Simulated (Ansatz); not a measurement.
**C: geometry relaxation (part 1 of 3)**

The run: geometry relaxation of C (slab, 13 atoms in the cell). Method and program: DFT PBEsol, scalar-relativistic, plane waves, PAW, spin-polarised (Ansatz 0.2.0).

The structure derives from an entry of the Crystallography Open Database. The input holds or restrains some coordinates. Forces given for the steps count only the free coordinates. It belongs to a series of runs on one base structure; here: C put at a top C site.

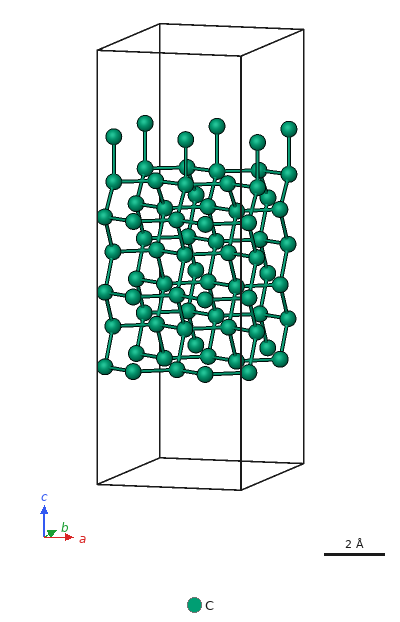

The structure as given in the input (ball-and-stick view of the 2 × 2 repeat of the cell, with the vacuum cut short, seen slightly off an axis). An atom can appear more than once, as a periodic image.

**Input file**
```yaml
crystal:
  lattice:
    - [2.5129226041, 0.0, 0.0]
    - [0.0, 3.5538092279, 0.0]
    - [0.0, 0.0, 25.2823065103]
  atoms:
    - { symbol: C, position: [0.5, 0.0, 0.3362035025] }
    - { symbol: C, position: [0.0, 0.25, 0.3362035025] }
    - { symbol: C, position: [0.0, 0.5, 0.3859007602] }
    - { symbol: C, position: [0.5, 0.75, 0.3859007602] }
    - { symbol: C, position: [0.5, 0.0, 0.4355980179] }
    - { symbol: C, position: [0.0, 0.25, 0.4355980179] }
    - { symbol: C, position: [0.0, 0.5012213657, 0.4850750696] }
    - { symbol: C, position: [0.5, 0.7487786343, 0.4850750696] }
    - { symbol: C, position: [0.5, 0.0097937661, 0.5360759102] }
    - { symbol: C, position: [0.0, 0.2402062339, 0.5360759102] }
    - { symbol: C, position: [0.0, 0.52961673, 0.5777788144] }
    - { symbol: C, position: [0.5, 0.72038327, 0.5777788144] }
    - { symbol: C, position: [0.0, 0.52961673, 0.6378999113], spin: 2.0 }
basis:
  ecutwfc: 420
kpoints:
  mp_grid: { grid: [11, 8, 1] }
hamiltonian:
  xc: pbesol
scf:
  occupations: { method: gaussian, width: 0.05 }
output:
  forces: true
  eigenvalues: true
  populations: true
  write_density: true
  write_potential: true
  elf: true
  volumetric_format: npy
magnetization:
  spin_polarized: true
relax:
  adjacent_minimum: "off"
  f_tol: 0.03
  max_steps: 70
  constraints: [{ sites: [0, 1, 2, 3, 4, 5] }]
efield:
  axis: 3
  dipole_correction: true
  ramp_width: 0.04
```

Run as:
```bash
ansatz run input.yaml --threads 1 --pin off --max-ram 2560MiB --backend cpu --events-out ev --progress --plain --runs-dir out
```

**What the program printed**
```
Engine: ansatz 0.2.0, aarch64-unknown-linux-gnu
Pseudopotentials: kind: paw
Pseudopotential: C, paw, valence charge 4, recommended cutoff 420 eV (normal), C.paw.azcp
Functional definition: PBEsol
  exchange = pbesol_x
  correlation = pbesol_c
Crystal: 13 atoms, lattice volume = 225.782 Å³
Basis set: ecut = 420 eV, 4403 PW (Γ), exchange–correlation on 36×48×360 points (8 copies of the dense FFT grid, shifted against one another)
Bands: 40, of which v1, the nominal top of the filled ones, is band 26 counted from 1 (25 counted from 0)
Symmetry: 2 space group operations
k-points: 30 of 88 (time reversal used)
Non-local potential: C, projectors of the file, l = 0: 2, l = 1: 2, l = 2: 1
PAW form: soft (Blöchl's): semilocal exchange-correlation on the pseudo side does not see the compensation charge
PAW frozen core: C, regenerated for the run's functional, and the local potential with it (the file was generated under x = pbe(κ = 0.804, μ = 0.2195149727645171), c = pbe(β = 0.06672455060314922))
PAW one-centre angular grid: C, 110 points (default); XC on 64 Gauss nodes
Initial density: superposition of atomic densities (neutral atoms: chi_scale 0, normalization atom)
Starting moments: Σ|m| = 2 μB on 1 of 13 sites
Initial wavefunctions: pseudopotential atomic-orbital guess
Functional: x = pbesol(κ = 0.804, μ = 0.12345679012345678), c = pbesol(β = 0.046)
SCF iter   1: F=—  HF=-3198.540609 eV  |F-HF|=—  |Δ(HF+E_count)|=         —  Δρ=4.87e-2 (↑4.87e-2 ↓4.29e-2)  dr2=1.74e1  dr2_m=8.39e-1  M=0.164 μB ∫|m|=0.643 μB  β_m=0.30  ethr=3.10e-3  p=0.000 e·Å  D=6.98e-8 V/Å  ΔV_dip=-0.00 eV  dr2_dipole=1.42e0  V_vac-E_F(+/−)=8.01/8.01 eV  ⟨swp⟩=8.9  Hψ=15107  notcnv=0  defer=169
efield: sawtooth ramp at fractional position 0.9671 (placed from the atoms, in the widest stretch of the axis that holds none; the zero of the levels goes with the place), width 0.0400; the density the first Hamiltonian is built on has a dipole p = 0.000 e·Å; the dipole correction subtracts the counter field D = 6.98e-8 V/Å, which shifts the + side's vacuum level by -0.00 eV against the − side's; the planar-averaged density in the ramp window peaks in size at 8.1e-8 e/Å³
preconditioner: auto → LDOS  [metal: Δε(μ)=0.014 eV  Ē_g=15.884 eV  σ=0.050 eV  W_gap=0.15  n_scr=34 (ndim 8)  ℏωp=17.8 eV  f_vac=0.576  D(μ)=3.38/eV (n_scr^D=12)]
spin=Collinear: LDOS preconditioning applied to the charge; magnetization (m = ρ↑ − ρ↓) channel mixes plain (no charge-response kernel on spin).
SCF iter   2: F=—  HF=-3196.326504 eV  |F-HF|=—  |Δ(HF+E_count)|=    2.21e0  Δρ=3.01e-2 (↑3.01e-2 ↓2.94e-2)  dr2=5.12e0  dr2_m=4.74e-1  M=0.122 μB ∫|m|=0.559 μB  β_m=0.30  ethr=3.10e-3  p=-0.001 e·Å  D=-8.76e-4 V/Å  ΔV_dip=0.02 eV  dr2_dipole=6.14e-3  V_vac-E_F(+/−)=7.78/7.76 eV  ⟨swp⟩=2.9  Hψ=4787  notcnv=0  defer=466  κ⁻¹=1.0e0(r=1)
SCF iter   3: F=—  HF=-3195.461216 eV  |F-HF|=—  |Δ(HF+E_count)|=   8.65e-1  Δρ=1.71e-2 (↑1.64e-2 ↓1.71e-2)  dr2=1.39e0  dr2_m=2.42e-1  M=0.151 μB ∫|m|=0.508 μB  β_m=0.30  ethr=3.10e-3  p=-0.016 e·Å  D=-1.28e-2 V/Å  ΔV_dip=0.32 eV  dr2_dipole=7.32e-2  V_vac-E_F(+/−)=7.54/7.22 eV  ⟨swp⟩=2.5  Hψ=4014  notcnv=0  defer=470  κ⁻¹=6.8e-2(r=2)
SCF iter   4: F=—  HF=-3195.301092 eV  |F-HF|=—  |Δ(HF+E_count)|=   1.60e-1  Δρ=8.96e-3 (↑8.55e-3 ↓8.96e-3)  dr2=6.98e-2  dr2_m=1.43e-1  M=0.131 μB ∫|m|=0.429 μB  β_m=0.30  ethr=2.66e-3  p=-0.039 e·Å  D=-3.16e-2 V/Å  ΔV_dip=0.80 eV  dr2_dipole=3.30e-4  V_vac-E_F(+/−)=7.30/6.50 eV  ⟨swp⟩=3.0  Hψ=4529  notcnv=0  defer=493  κ⁻¹=2.2e-3(r=3)
SCF iter   5: F=—  HF=-3195.365322 eV  |F-HF|=—  |Δ(HF+E_count)|=   6.42e-2  Δρ=6.65e-3 (↑6.65e-3 ↓6.54e-3)  dr2=2.35e-2  dr2_m=8.69e-2  M=0.111 μB ∫|m|=0.375 μB  β_m=0.30  ethr=1.34e-4  p=-0.049 e·Å  D=-3.90e-2 V/Å  ΔV_dip=0.99 eV  dr2_dipole=4.77e-4  V_vac-E_F(+/−)=7.30/6.31 eV  ⟨swp⟩=2.6  Hψ=4063  notcnv=0  defer=493  κ⁻¹=7.2e-4(r=4)
SCF iter   6: F=—  HF=-3195.407415 eV  |F-HF|=—  |Δ(HF+E_count)|=   4.21e-2  Δρ=5.25e-3 (↑5.25e-3 ↓5.01e-3)  dr2=8.54e-3  dr2_m=5.37e-2  M=0.097 μB ∫|m|=0.334 μB  β_m=0.30  ethr=4.51e-5  p=-0.056 e·Å  D=-4.46e-2 V/Å  ΔV_dip=1.13 eV  dr2_dipole=1.78e-3  V_vac-E_F(+/−)=7.25/6.12 eV  ⟨swp⟩=2.7  Hψ=3883  notcnv=0  defer=493  κ⁻¹=1.0e-4(r=5)
SCF iter   7: F=—  HF=-3195.432440 eV  |F-HF|=—  |Δ(HF+E_count)|=   2.50e-2  Δρ=4.06e-3 (↑4.05e-3 ↓4.06e-3)  dr2=1.29e-3  dr2_m=3.39e-2  M=0.078 μB ∫|m|=0.308 μB  β_m=0.39  ethr=1.64e-5  p=-0.056 e·Å  D=-4.52e-2 V/Å  ΔV_dip=1.14 eV  dr2_dipole=1.15e-4  V_vac-E_F(+/−)=7.19/6.05 eV  ⟨swp⟩=2.5  Hψ=3537  notcnv=0  defer=486
Mixer restart at iter 7: flushing history
spin-set hold released at iteration 7 (site moments contracting): the magnetisation degrees of freedom join the quasi-Newton model from the next iteration; the mixer history was flushed
SCF iter   8: F=—  HF=-3195.452654 eV  |F-HF|=—  |Δ(HF+E_count)|=   2.02e-2  Δρ=3.39e-3 (↑3.39e-3 ↓3.02e-3)  dr2=1.26e-2  dr2_m=2.10e-2  M=0.045 μB ∫|m|=0.282 μB  β_m=0.65  ethr=2.49e-6  p=-0.056 e·Å  D=-4.52e-2 V/Å  ΔV_dip=1.14 eV  dr2_dipole=5.10e-3  V_vac-E_F(+/−)=7.18/6.03 eV  ⟨swp⟩=3.1  Hψ=4170  notcnv=0  defer=484
density mixer auto → msr1: a metal under ldos (density of states about μ 0.69 of a free-electron gas's, 34 screened modes)
SCF iter   9: F=—  HF=-3195.470560 eV  |F-HF|=—  |Δ(HF+E_count)|=   1.79e-2  Δρ=2.48e-3 (↑2.48e-3 ↓2.10e-3)  dr2=1.72e-2  dr2_m=1.07e-2  M=0.021 μB ∫|m|=0.284 μB  β_m=0.82  ethr=2.49e-6  p=-0.055 e·Å  D=-4.45e-2 V/Å  ΔV_dip=1.12 eV  dr2_dipole=7.39e-3  V_vac-E_F(+/−)=7.14/6.01 eV  ⟨swp⟩=3.1  Hψ=4211  notcnv=0  defer=484
SCF iter  10: F=—  HF=-3195.506002 eV  |F-HF|=—  |Δ(HF+E_count)|=   3.54e-2  Δρ=3.06e-3 (↑2.99e-3 ↓3.06e-3)  dr2=7.02e-3  dr2_m=1.87e-2  M=0.010 μB ∫|m|=0.525 μB  β_m=0.51  ethr=2.49e-6  p=-0.054 e·Å  D=-4.36e-2 V/Å  ΔV_dip=1.10 eV  dr2_dipole=3.28e-3  V_vac-E_F(+/−)=7.04/5.94 eV  ⟨swp⟩=3.7  Hψ=5415  notcnv=0  defer=484
SCF iter  11: F=-3195.588126 eV  HF=-3195.564795 eV  |F-HF|=2.33e-2  |Δ(HF+E_count)|=   5.88e-2  Δρ=3.35e-3 (↑3.29e-3 ↓3.35e-3)  dr2=6.56e-4  dr2_m=2.27e-2  M=0.010 μB ∫|m|=0.836 μB  β_m=0.54  ethr=2.49e-6  p=-0.053 e·Å  D=-4.22e-2 V/Å  ΔV_dip=1.07 eV  dr2_dipole=3.03e-5  V_vac-E_F(+/−)=7.00/5.93 eV  ⟨swp⟩=3.9  Hψ=5608  notcnv=0  defer=484
SCF iter  12: F=-3195.631457 eV  HF=-3195.629678 eV  |F-HF|=1.78e-3  |Δ(HF+E_count)|=   6.49e-2  Δρ=1.67e-3 (↑1.55e-3 ↓1.67e-3)  dr2=3.57e-3  dr2_m=4.91e-3  M=-0.009 μB ∫|m|=1.154 μB  β_m=0.86  ethr=1.26e-6  p=-0.058 e·Å  D=-4.62e-2 V/Å  ΔV_dip=1.17 eV  dr2_dipole=3.12e-4  V_vac-E_F(+/−)=7.03/5.86 eV  ⟨swp⟩=5.0  Hψ=7058  notcnv=0  defer=486
SCF iter  13: F=-3195.634463 eV  HF=-3195.635300 eV  |F-HF|=8.38e-4  |Δ(HF+E_count)|=   5.62e-3  Δρ=1.00e-3 (↑9.64e-4 ↓1.00e-3)  dr2=2.74e-3  dr2_m=1.82e-3  M=-0.009 μB ∫|m|=1.196 μB  β_m=0.78  ethr=1.26e-6  p=-0.062 e·Å  D=-4.98e-2 V/Å  ΔV_dip=1.26 eV  dr2_dipole=3.38e-4  V_vac-E_F(+/−)=6.99/5.73 eV  ⟨swp⟩=3.6  Hψ=5668  notcnv=0  defer=491
SCF iter  14: F=-3195.636797 eV  HF=-3195.635320 eV  |F-HF|=1.48e-3  |Δ(HF+E_count)|=   2.01e-5  Δρ=9.05e-4 (↑9.05e-4 ↓9.02e-4)  dr2=3.56e-4  dr2_m=1.67e-3  M=-0.005 μB ∫|m|=1.196 μB  β_m=0.80  ethr=1.26e-6  p=-0.062 e·Å  D=-4.98e-2 V/Å  ΔV_dip=1.26 eV  dr2_dipole=1.48e-4  V_vac-E_F(+/−)=7.00/5.74 eV  ⟨swp⟩=2.6  Hψ=3683  notcnv=0  defer=488
SCF iter  15: F=-3195.638311 eV  HF=-3195.637983 eV  |F-HF|=3.29e-4  |Δ(HF+E_count)|=   2.66e-3  Δρ=5.13e-4 (↑5.07e-4 ↓5.13e-4)  dr2=2.31e-4  dr2_m=5.32e-4  M=-0.003 μB ∫|m|=1.232 μB  β_m=0.90  ethr=6.85e-7  p=-0.064 e·Å  D=-5.12e-2 V/Å  ΔV_dip=1.29 eV  dr2_dipole=9.73e-5  V_vac-E_F(+/−)=7.01/5.71 eV  ⟨swp⟩=3.3  Hψ=4120  notcnv=0  defer=488
SCF iter  16: F=-3195.638911 eV  HF=-3195.638894 eV  |F-HF|=1.71e-5  |Δ(HF+E_count)|=   9.12e-4  Δρ=2.68e-4 (↑2.66e-4 ↓2.68e-4)  dr2=1.30e-4  dr2_m=1.40e-4  M=-0.000 μB ∫|m|=1.256 μB  β_m=0.94  ethr=4.44e-7  p=-0.065 e·Å  D=-5.23e-2 V/Å  ΔV_dip=1.32 eV  dr2_dipole=3.94e-5  V_vac-E_F(+/−)=7.01/5.68 eV  ⟨swp⟩=3.2  Hψ=3938  notcnv=0  defer=488
SCF iter  17: F=-3195.639172 eV  HF=-3195.639178 eV  |F-HF|=6.91e-6  |Δ(HF+E_count)|=   2.84e-4  Δρ=8.93e-5 (↑8.93e-5 ↓7.96e-5)  dr2=2.30e-5  dr2_m=1.25e-5  M=0.003 μB ∫|m|=1.274 μB  β_m=0.89  ethr=2.49e-7  p=-0.066 e·Å  D=-5.31e-2 V/Å  ΔV_dip=1.34 eV  dr2_dipole=3.11e-6  V_vac-E_F(+/−)=7.01/5.66 eV  ⟨swp⟩=3.5  Hψ=4338  notcnv=0  defer=488
SCF iter  18: F=-3195.639194 eV  HF=-3195.639195 eV  |F-HF|=1.86e-6  |Δ(HF+E_count)|=   1.70e-5  Δρ=4.70e-5 (↑3.84e-5 ↓4.70e-5)  dr2=5.81e-6  dr2_m=3.37e-6  M=0.003 μB ∫|m|=1.276 μB  β_m=0.81  ethr=4.33e-8  p=-0.067 e·Å  D=-5.33e-2 V/Å  ΔV_dip=1.35 eV  dr2_dipole=1.07e-6  V_vac-E_F(+/−)=7.01/5.66 eV  ⟨swp⟩=33.1  Hψ=33967  notcnv=0
SCF iter  19: F=-3195.639201 eV  HF=-3195.639201 eV  |F-HF|=6.90e-8  |Δ(HF+E_count)|=   5.99e-6  Δρ=1.79e-5 (↑1.37e-5 ↓1.79e-5)  dr2=6.28e-7  dr2_m=4.72e-7  M=0.003 μB ∫|m|=1.280 μB  β_m=0.79  ethr=1.12e-8  p=-0.067 e·Å  D=-5.36e-2 V/Å  ΔV_dip=1.35 eV  dr2_dipole=6.44e-8  V_vac-E_F(+/−)=7.01/5.65 eV  ⟨swp⟩=20.1  Hψ=25313  notcnv=0
SCF iter  20: F=-3195.639202 eV  HF=-3195.639202 eV  |F-HF|=4.32e-8  |Δ(HF+E_count)|=   8.67e-7  Δρ=5.01e-6 (↑5.01e-6 ↓4.14e-6)  dr2=1.13e-7  dr2_m=3.01e-8  M=0.003 μB ∫|m|=1.279 μB  ethr=1.21e-9  p=-0.067 e·Å  D=-5.36e-2 V/Å  ΔV_dip=1.35 eV  dr2_dipole=5.52e-10  V_vac-E_F(+/−)=7.01/5.65 eV  ⟨swp⟩=16.2  Hψ=21966  notcnv=0
at 2 of the mixer's solves, the last at iteration 11, it left a direction of its history that read negative out of its fit and stepped the other way along it
SCF 1 converged in 20 iterations: F = -3195.639202 eV  dr2 = 1.13e-7
  greatest PAW one-centre occupation: 0.753 electrons in one spin orbital (limit 2), on the C atom at site 12 (counted from 0), in its partial waves of l = 0
relax step   1: F+E_penalty+E_count = -3195.63920225 eV  Δ(F+E_penalty+E_count) = +0.000e0 eV  max|allowed force component| = 4.051e0 eV/Å  Δτ_max = 0.0000 Å  (20 SCF iters, dr2 threshold 2.25e-5 eV, accepted)
Initial density: handed on by an earlier stage of this run
Starting moments: Σ|m| = 2 μB on 1 of 13 sites; this step starts from the density that it was given
Initial wavefunctions: those handed on with the density
iter 1 solved again at ethr=1.63e-4 eV; its pass at ethr=3.10e-3 eV (dr2=8.47e-2 eV) is discarded
```
